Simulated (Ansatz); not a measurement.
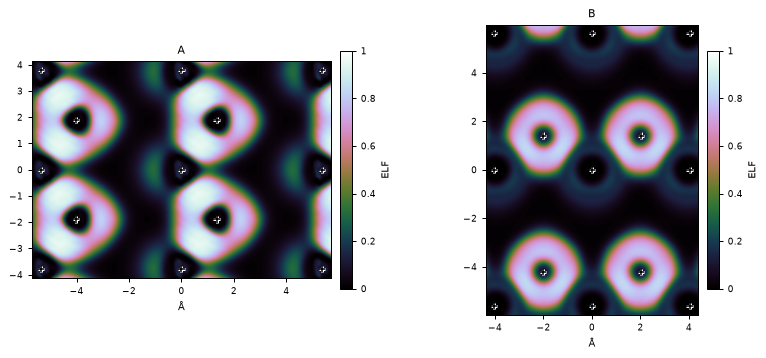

The electron localisation function of 2 systems, each on a plane through atoms (crosses mark nuclei in the plane).

All numbers below come from Ansatz 0.2.0, DFT, r2SCAN, PAW with Ansatz's default frozen-core files, scalar-relativistic; relaxation of cell and atoms.

System 1: AlP, the (110) plane of the conventional cell. Space group F-43m; computed pressure about 7 GPa in this cell.

```cif
data_structure
_symmetry_space_group_name_H-M 'P 1'
_symmetry_Int_Tables_number 1
_cell_length_a 5.3568
_cell_length_b 5.3568
_cell_length_c 5.3568
_cell_angle_alpha 90.000
_cell_angle_beta 90.000
_cell_angle_gamma 90.000
_cell_volume 153.72
loop_
_atom_site_label
_atom_site_type_symbol
_atom_site_fract_x
_atom_site_fract_y
_atom_site_fract_z
_atom_site_occupancy
Al1 Al 0.50000 0.00000 0.50000 1
Al2 Al 0.00000 0.00000 0.00000 1
Al3 Al 0.00000 0.50000 0.50000 1
Al4 Al 0.50000 0.50000 0.00000 1
P1 P 0.25000 0.25000 0.75000 1
P2 P 0.75000 0.25000 0.25000 1
P3 P 0.75000 0.75000 0.75000 1
P4 P 0.25000 0.75000 0.25000 1
```

System 2: ZnSe, the (100) plane of the conventional cell. Space group I-4m2; changed on purpose from its base cell (in-plane strain +0.005, out-of-plane length and atoms relaxed by PAW).

```
CELL_PARAMETERS angstrom
2.84709 2.84709 0.00000
-2.84709 2.84709 0.00000
0.00000 0.00000 5.63159
ATOMIC_POSITIONS crystal
Zn 0.00000 0.00000 0.00000
Zn 0.50000 0.50000 0.50000
Se 0.50000 0.00000 0.75000
Se 0.00000 0.50000 0.25000
```

Question: Match each panel to its system.

Answer: Panel A is system 1, AlP: the plane holds Al and P. Al–P (2.32 Å): the ELF peaks at about 0.95 between the atoms (localised, covalent bonding). Panel B is system 2, ZnSe: the plane holds Zn and Se. Zn–Se (2.46 Å): the ELF is about 0.60 at the midpoint.
